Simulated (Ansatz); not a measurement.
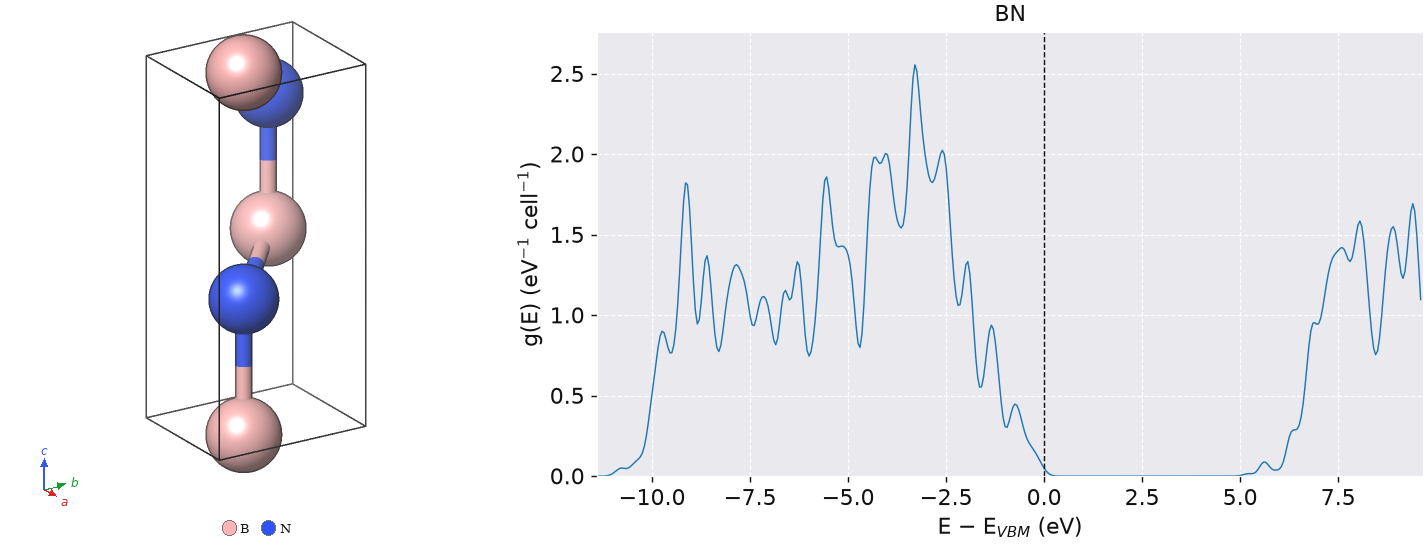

Density of states, beside the structure. Energies are counted from the top of the valence band. The curve is built from the levels of the k mesh with Gaussians 0.3 eV wide, which also blur the band edges.

System: BN, space group P6_3mc (No. 186), 4 atoms in the cell.

```cif
data_structure
_symmetry_space_group_name_H-M 'P6_3mc'
_symmetry_Int_Tables_number 186
_cell_length_a 2.5439
_cell_length_b 2.5439
_cell_length_c 4.2078
_cell_angle_alpha 90.000
_cell_angle_beta 90.000
_cell_angle_gamma 120.000
_cell_volume 23.58
loop_
_atom_site_label
_atom_site_type_symbol
_atom_site_symmetry_multiplicity
_atom_site_Wyckoff_symbol
_atom_site_fract_x
_atom_site_fract_y
_atom_site_fract_z
_atom_site_occupancy
B1 B 2 b 0.66667 0.33333 0.00020 1
N1 N 2 b 0.66667 0.33333 0.37480 1
```

Computed with Ansatz 0.2.0: DFT, PBE, plane waves, PAW, no spin polarisation, 12×12×6 k mesh, 420 eV cutoff, Fermi-Dirac smearing of 0.02 eV.

Q: Metal or insulator, going by the density of states?

A: There is a gap; over the k points computed it is 5.21 eV (indirect; the smallest direct gap is 8.30 eV).

Q: Where is the tallest peak of the filled states in the window?

A: Within the window shown, the tallest peak of the filled states lies 3.3 eV under the valence-band top, at about 2.6 states per eV and cell.
